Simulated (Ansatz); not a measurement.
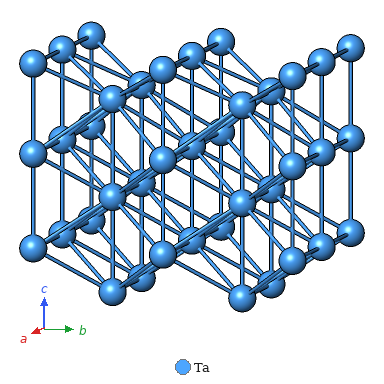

System: CH on a slab of content Ta. The picture shows the clean slab (repeated in the plane, vacuum cut away).

The given structure:
```yaml
crystal:
  lattice:
    - [2.95260, 0.00000, 0.00000]
    - [0.00000, 4.17560, 0.00000]
    - [0.00000, 0.00000, 24.38150]
  atoms:
    - { symbol: Ta, position: [0.50000, 0.50000, 0.34863] }
    - { symbol: Ta, position: [0.00000, 0.00000, 0.40918] }
    - { symbol: Ta, position: [0.50000, 0.50000, 0.46973] }
    - { symbol: Ta, position: [0.00000, 0.00000, 0.52964] }
    - { symbol: Ta, position: [0.50000, 0.50000, 0.59447] }
    - { symbol: Ta, position: [0.00000, 0.00000, 0.64452] }
```

Input of one of the runs behind the figure:
```
crystal:
  lattice:
    - [2.9525883348, 0.0, 0.0]
    - [0.0, 4.1755904672, 0.0]
    - [0.0, 0.0, 27.4814708371]
  atoms:
    - { symbol: Ta, position: [0.5, 0.5, 0.3092993112] }
    - { symbol: Ta, position: [0.0, 0.0, 0.363018931] }
    - { symbol: Ta, position: [0.5, 0.5, 0.4167385509] }
    - { symbol: Ta, position: [0.0, 0.0, 0.4698906669] }
    - { symbol: Ta, position: [0.5, 0.5, 0.5274161381] }
    - { symbol: Ta, position: [0.0, 0.0, 0.5718159958] }
    - { symbol: C, position: [0.0, 0.5, 0.6198483594] }
    - { symbol: H, position: [0.0, 0.5, 0.6598753291] }
basis:
  ecutwfc: 420
kpoints:
  mp_grid: { grid: [10, 7, 1] }
hamiltonian:
  xc: pbesol
scf:
  occupations: { method: gaussian, width: 0.1 }
output:
  forces: true
  eigenvalues: true
  write_density: true
  write_potential: true
  elf: true
  volumetric_format: npy
relax:
  adjacent_minimum: "off"
  f_tol: 0.03
  max_steps: 70
  constraints: [{ sites: [0, 1, 2] }]
efield:
  axis: 3
  dipole_correction: true
  ramp_width: 0.04
```

Run as:
```bash
ansatz run input.yaml --threads 2 --pin off --max-ram 5120MiB --backend cpu --events-out ev --progress --plain --runs-dir out
```

Method: adsorption at several starting sites on a slab cut from the named crystal, one adsorbate a surface cell, the lower planes held, the adsorption energy counts from the clean slab and the free, spin-polarised adsorbate, negative where bound, plane waves with PAW datasets, Γ-centred k mesh (Ansatz 0.2.0). Level: PBEsol, no spin polarisation.

| setting | value |
| --- | --- |
| crystal formula | Ta |
| crystal space group number | 225 |
| Miller index h | 1 |
| Miller index k | 1 |
| Miller index l | 0 |
| top plane | Ta |
| bottom plane | Ta |
| planes | 6 |
| surface cell | (1, 1) |
| slab thickness as cut | 7.38 Å |
| vacuum | 17 Å |
| surface area | 12.33 Å² |
| wave cutoff | 420 eV |
| k mesh | 10×7×1 |
| occupations | Gaussian |
| smearing width | 0.1 eV |
| boundary | dipole corrected |
| adsorbate | CH |

Sites are named by a rule of distances and placed in fractions of the cell vectors a and b; the slab's top layers relax too; key: 1 = top site at (0.00, 0.00); 2 = bridge site at (0.00, 0.50); 3 = hollow over site at (0.50, 0.50).

What does the calculation give for the adsorption energy of each starting site?

Among these starts the lowest is no. 2, at −7.916 eV; the next, no. 3, is 0.806 eV higher. In rising order: no. 2 (−7.916), no. 3 (−7.110), no. 1 (−4.814), in eV. The height over highest slab atom, in Å, is 1.941 for no. 1, 0.367 for no. 2 and 0.466 for no. 3. The dipole change, in e Å, is −0.028 for no. 1, 0.052 for no. 2 and 0.059 for no. 3.

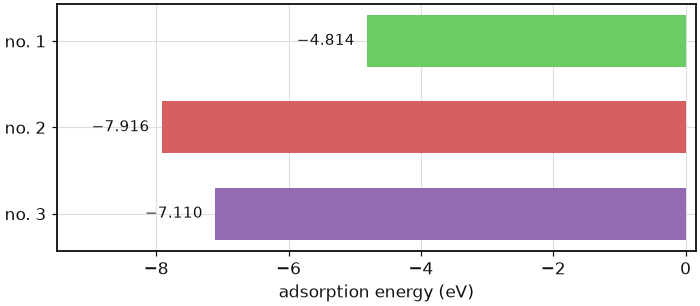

Note: xc potential rough in thin density.
